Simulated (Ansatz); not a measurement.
## Single-point calculation, with input and output: TiO

TiO (4 atoms in the cell), computed with DFT PBEsol, scalar-relativistic, plane waves, PAW, no spin polarisation (Ansatz 0.2.0).

The structure derives from a Materials Project entry. It belongs to a series of runs on one base structure; here: kmesh: [24, 24, 10] Gamma-centred.

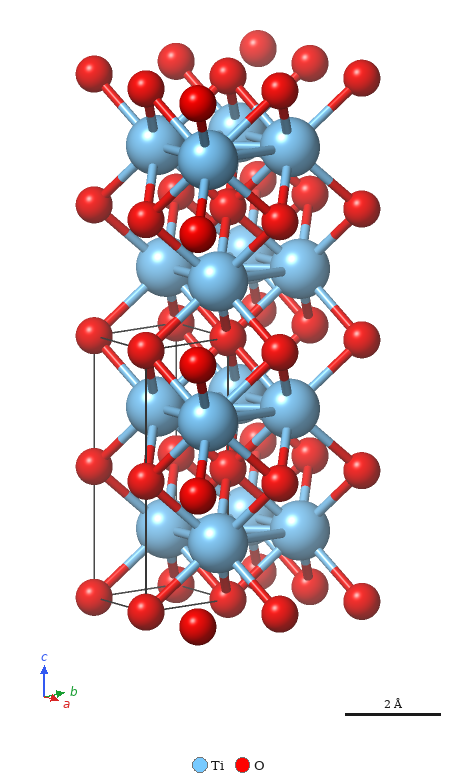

Figure 1. The structure as given in the input (ball-and-stick view of the cell of the calculation, repeated 2 × 2 × 2, seen slightly off an axis). An atom can appear more than once, as a periodic image. Near neighbours in the periodic cell (some may lie outside the picture): Ti has 6 O at 2.16 Å and 6 Ti at 2.85 Å; O has 6 Ti at 2.16 Å.

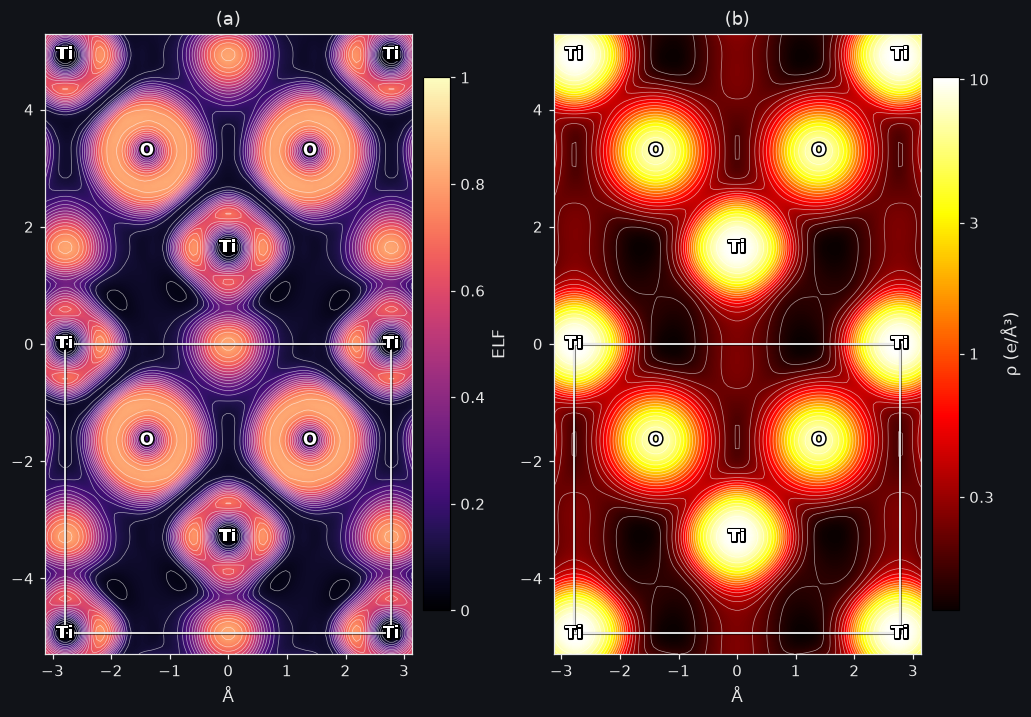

Figure 2. (a) electron localisation function; (b) valence pseudo-density on the (110) plane of the conventional cell. The section cuts through Ti and O sites. Ti–O (2.16 Å): ρ is about 0.41 e/Å³ halfway; the ELF is about 0.10 at the midpoint; a polar contact without a shared pair, in a metal. Away from the nuclei the density in this plane falls to 0.12 e/Å³ at its lowest. The strong features right at Ti lie inside the PAW spheres (semicore, d or f shells) and say nothing about bonding. The fields are those of the smooth PAW valence density.

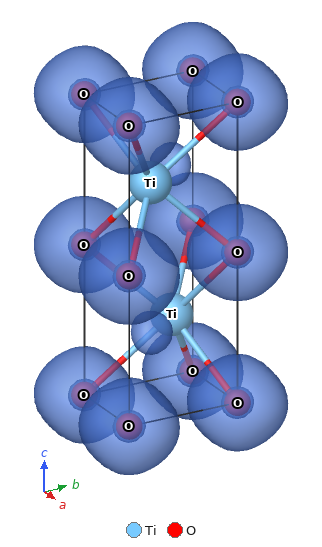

Figure 3. Isosurface of the electron localisation function at 0.6 (blue), seen slightly off an axis. Core shells and regions of very low density are left out. Sticks mark near contacts. The outline is the cell set on symmetry axes. Values along the shortest contacts: Ti–O (2.16 Å): the ELF is about 0.10 at the midpoint (no shared pair; the contact is polar). Ti–Ti (2.85 Å): the ELF is about 0.25 at the midpoint; no shared electron pair.

The input that produced these results follows, with the program's output.

## Input file
```yaml
crystal:
  lattice:
    - [2.8516080131, 0.0, 0.0]
    - [-1.4258040066, 2.469564981, 0.0]
    - [0.0, 0.0, 5.567503]
  atoms:
    - { symbol: Ti, position: [0.3333333333, 0.6666666667, 0.25] }
    - { symbol: Ti, position: [0.6666666667, 0.3333333333, 0.75] }
    - { symbol: O, position: [0.0, 0.0, 0.0] }
    - { symbol: O, position: [0.0, 0.0, 0.5] }
basis:
  ecutwfc: 420
kpoints:
  mp_grid: { grid: [24, 24, 10] }
hamiltonian:
  xc: pbesol
scf:
  occupations: { method: gaussian, width: 0.1 }
output:
  forces: true
  stress: true
  eigenvalues: true
  write_density: true
  write_potential: true
  elf: true
  volumetric_format: npy
```

Run as:
```bash
ansatz run input.yaml --threads 1 --pin off --max-ram 2560MiB --backend cpu --events-out ev --progress --plain --runs-dir out
```

## Output
```
Engine: ansatz 0.2.0, aarch64-unknown-linux-gnu
Pseudopotentials: kind: paw
Pseudopotential: Ti, paw, valence charge 12, recommended cutoff 420 eV (normal), Ti.paw.azcp
Pseudopotential: O, paw, valence charge 6, recommended cutoff 420 eV (normal), O.paw.azcp
Functional definition: PBEsol
  exchange = pbesol_x
  correlation = pbesol_c
Crystal: 4 atoms, lattice volume = 39.208 Å³
Basis set: ecut = 420 eV, 799 PW (Γ), exchange–correlation on 40×40×80 points (8 copies of the dense FFT grid, shifted against one another)
Bands: 22, of which v1, the nominal top of the filled ones, is band 18 counted from 1 (17 counted from 0)
Symmetry: 24 space group operations
Space group: P63/mmc (ITA 194), of the structure as read, at distance tolerance 3.4e-5 Å
k-points: 366 of 5760
Non-local potential: Ti, projectors of the file, l = 0: 3, l = 1: 2, l = 2: 3, l = 3: 1
Non-local potential: O, projectors of the file, l = 0: 2, l = 1: 2, l = 2: 1
PAW form: soft (Blöchl's): semilocal exchange-correlation on the pseudo side does not see the compensation charge
PAW frozen core: Ti, regenerated for the run's functional, and the local potential with it (the file was generated under x = pbe(κ = 0.804, μ = 0.2195149727645171), c = pbe(β = 0.06672455060314922))
PAW frozen core: O, regenerated for the run's functional, and the local potential with it (the file was generated under x = pbe(κ = 0.804, μ = 0.2195149727645171), c = pbe(β = 0.06672455060314922))
PAW one-centre angular grid: Ti, 590 points (default); XC on 64 Gauss nodes
PAW one-centre angular grid: O, 110 points (default); XC on 64 Gauss nodes
Initial density: superposition of atomic densities (neutral atoms: chi_scale 0, normalization atom), corrected by the library's trained network
Initial wavefunctions: pseudopotential atomic-orbital guess
Functional: x = pbesol(κ = 0.804, μ = 0.12345679012345678), c = pbesol(β = 0.046)
SCF iter   1: F=—  HF=-6074.676431 eV  |F-HF|=—  |Δ(HF+E_count)|=         —  Δρ=2.09e-2  dr2=1.17e-1  ethr=1.77e-3  ⟨swp⟩=4.3  Hψ=33223  notcnv=0
preconditioner: auto → Kerker (q_TF=auto, 2.690 Å⁻¹)  [metal: Δε(μ)=0.044 eV  Ē_g=9.920 eV  σ=0.100 eV  W_gap=0.24  n_scr=10 (ndim 8)  ℏωp=26.5 eV  f_vac=0.000  D(μ)=0.68/eV (n_scr^D=2)]
SCF iter   2: F=—  HF=-6074.648780 eV  |F-HF|=—  |Δ(HF+E_count)|=   2.77e-2  Δρ=8.15e-3  dr2=1.42e-2  ethr=3.25e-4  ⟨swp⟩=2.0  Hψ=14675  notcnv=0
SCF iter   3: F=—  HF=-6074.646376 eV  |F-HF|=—  |Δ(HF+E_count)|=   2.40e-3  Δρ=3.50e-3  dr2=3.39e-3  ethr=3.93e-5  ⟨swp⟩=3.0  Hψ=15650  notcnv=0
SCF iter   4: F=—  HF=-6074.645672 eV  |F-HF|=—  |Δ(HF+E_count)|=   7.05e-4  Δρ=9.73e-4  dr2=2.90e-4  ethr=9.42e-6  ⟨swp⟩=2.0  Hψ=10526  notcnv=0
SCF iter   5: F=—  HF=-6074.645605 eV  |F-HF|=—  |Δ(HF+E_count)|=   6.67e-5  Δρ=2.13e-4  dr2=1.40e-5  ethr=8.05e-7  ⟨swp⟩=2.0  Hψ=8921  notcnv=0
SCF iter   6: F=—  HF=-6074.645548 eV  |F-HF|=—  |Δ(HF+E_count)|=   5.65e-5  Δρ=3.50e-5  dr2=3.18e-7  ethr=3.90e-8  ⟨swp⟩=2.0  Hψ=10917  notcnv=0
SCF iter   7: F=-6074.645549 eV  HF=-6074.645549 eV  |F-HF|=7.53e-9  |Δ(HF+E_count)|=   5.60e-8  Δρ=9.04e-6  dr2=2.19e-8  ethr=2.78e-10  ⟨swp⟩=8.1  Hψ=48285  notcnv=0
SCF 1 converged in 7 iterations: F = -6074.645549 eV  dr2 = 2.19e-8
  greatest PAW one-centre occupation: 0.999 electrons in one spin orbital (limit 2), on the Ti atom at site 1 (counted from 0), in its partial waves of l = 0
SCF converged after 7 iterations
Free energy (F): -6074.645549 eV
Harris-Foulkes:  -6074.645549 eV  (|F-HF|=7.53e-9)
Internal energy: -6074.641985 eV  (E = F + TS)
E sigma→0 (E₀):  -6074.643767 eV
Entropy (-TS):   -0.003563 eV (-0.891 meV/atom)
Fermi energy:    16.811973 eV
--- Per-component energies (eV) ---
  E_band       = -204.763947
  E_kinetic    = 899.964657
  E_local      = -1812.551149  (includes V_loc(G=0)·N_el)
  E_nonlocal   = 115.569610
  E_hartree    = 719.390374
  E_xc         = -341.799618
  E_vxc        = -433.793049  (∫ρ·V_xc dr)
  E_paw        = -2350.153829  (= ΣΔE_a)
  E_vpaw       = -412.741602  (= ΣTr[D̂ρ^β])
  E_aug_tail   = 0.005028  (compensation charges beyond the density's cutoff)
  E_ewald      = -3305.416402
  E_core_change = 0.349344  (= ΣΔE_core)
  E_smearing   = -0.003563  (= −TS)
  E_closure    = -0.000000  (closes the sum)
  Σ components = -6074.645549   (vs F -6074.645549, Δ=0.00e0)
--- Forces (eV/Å), atoms counted from 1 ---
  atom   1  Ti    -0.00000000    -0.00000000     0.00000000
  atom   2  Ti     0.00000000     0.00000000     0.00000000
  atom   3  O     -0.00000000    -0.00000000     0.00000000
  atom   4  O     -0.00000000    -0.00000000     0.00000000
  max |Σ_I F_I| component: 1.85e-17 eV/Å
--- Stress (GPa, compression-positive) ---
       -9.079793      -0.000000       0.000000
       -0.000000      -9.079793       0.000000
        0.000000       0.000000     -11.851105
  P = ⅓ Tr σ = -10.0036 GPa (-100.036 kbar)
--- Band table (eV; the first three rows and the last of 366) ---
  k-point 0: bands = ["-40.7892", "-40.7446", "-17.6504", "-17.1650", "-16.7555", "-16.7555", "-16.7415", "-16.7415", "-5.0355", "-3.7302", "7.3718", "10.9629", "10.9629", "11.4347", "11.4347", "11.4848", "14.7442", "16.5941", "16.5941", "16.8529", "17.6073", "17.6073"]
  k-point 1: bands = ["-40.7881", "-40.7457", "-17.6391", "-17.1776", "-16.7551", "-16.7551", "-16.7418", "-16.7418", "-5.0058", "-3.7653", "7.4469", "10.9708", "10.9708", "11.3043", "11.4187", "11.4187", "14.8766", "16.6386", "16.6386", "16.8295", "17.6326", "17.6326"]
  k-point 2: bands = ["-40.7849", "-40.7489", "-17.6062", "-17.2137", "-16.7541", "-16.7541", "-16.7428", "-16.7428", "-4.9192", "-3.8659", "7.6667", "10.8495", "10.9947", "10.9947", "11.3737", "11.3737", "15.1911", "16.7572", "16.7661", "16.7661", "17.6921", "17.6921"]
  k-point 365: bands = ["-40.6390", "-40.6390", "-17.2965", "-17.2965", "-17.2858", "-17.2858", "-17.1115", "-17.1115", "-3.7202", "-3.7202", "8.4210", "8.4210", "9.5904", "9.5904", "9.8483", "9.8483", "16.4251", "16.4251", "18.2984", "18.2984", "18.6768", "18.6768"]
```

## Summary

| quantity | value |
| --- | --- |
| outcome | converged |
| space group (tolerance 0.01 Å) | P6₃/mmc (194) |
| electrons treated | 36 |
| free energy | −6074.6455 eV |
| Fermi energy | 16.812 eV |
| gap on the k-point mesh | none (metallic) |
| pressure | −10.00 GPa |
| largest force (length of the vector) | under 0.001 eV/Å |
| hardware | 1 thread of Arm Neoverse V2, 24 GiB of memory available, shared host |
| wall time | 19 s |
| peak memory | 0.49 GiB |

## Notes

The cell is under a tension of 10.0 GPa at this level, so it is not at its equilibrium volume.
